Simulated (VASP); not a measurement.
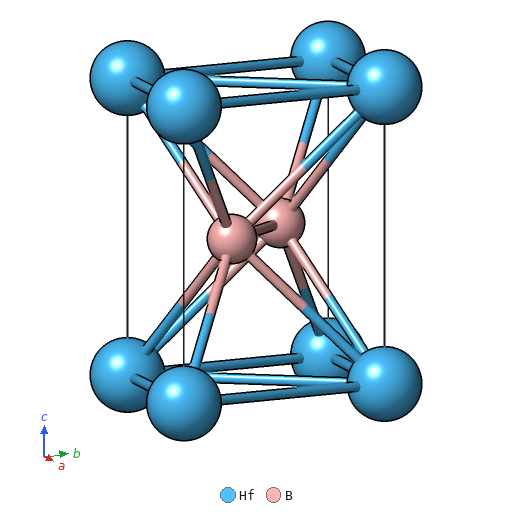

System: HfB₂, space group P6/mmm (No. 191). The picture shows the conventional cell.

Structure:
```cif
data_structure
_symmetry_space_group_name_H-M 'P 1'
_symmetry_Int_Tables_number 1
_cell_length_a 3.1220
_cell_length_b 3.1220
_cell_length_c 3.4503
_cell_angle_alpha 90.000
_cell_angle_beta 90.000
_cell_angle_gamma 120.000
_cell_volume 29.12
loop_
_atom_site_label
_atom_site_type_symbol
_atom_site_fract_x
_atom_site_fract_y
_atom_site_fract_z
_atom_site_occupancy
Hf1 Hf 0.00000 0.00000 0.00000 1
B1 B 0.66667 0.33333 0.50000 1
B2 B 0.33333 0.66667 0.50000 1
```

Method: plane-wave DFT, no spin polarisation; energies at scaled volumes of the given cell, shape and fractions fixed, counted from the fit's minimum, third-order Birch-Murnaghan fit (VASP 6.6.1). Level: PBE with D3(BJ).

```json
{"setting": "k mesh", "value": "8×8×8"}
{"setting": "occupations", "value": "Fermi–Dirac"}
{"setting": "smearing width", "value": "0.05 eV"}
{"setting": "potentials", "value": "VASP PAW PBE potentials, recommended"}
{"setting": "wave cutoff", "value": "520 eV"}
```

Describe the result: the energy and pressure against volume. The volume takes the values 9.32, 9.51, 9.71, 9.90, 10.10 Å³/atom.

A third-order Birch–Murnaghan fit gives V0 = 9.71 Å³/atom, B0 = 265 GPa and B′ = 3.9. The energy is 14.01 meV/atom at volume 9.32 Å³/atom and 11.81 meV/atom at 10.10 Å³/atom; the lowest computed point is at volume 9.71 Å³/atom (0.00 meV/atom). The pressure falls from 11.75 GPa at volume 9.32 Å³/atom to −9.61 GPa at 10.10 Å³/atom, and changes sign near 9.71 Å³/atom.

```tsv
volume (Å³/atom)	energy (meV/atom)	pressure (GPa)
9.32	14.01	11.75
9.51	3.46	5.61
9.71	0.00	0.03
9.90	2.99	-5.02
10.10	11.81	-9.61
```

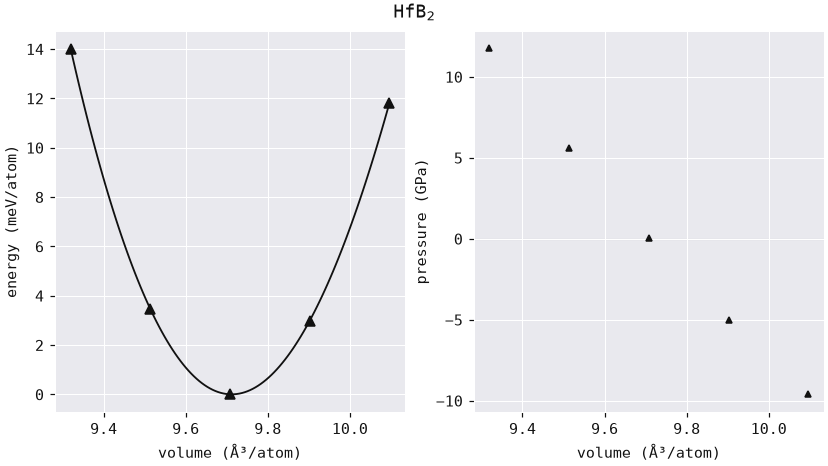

Note: shape and atomic fractions are frozen while scaling, which makes layered, chain and framework solids too stiff.
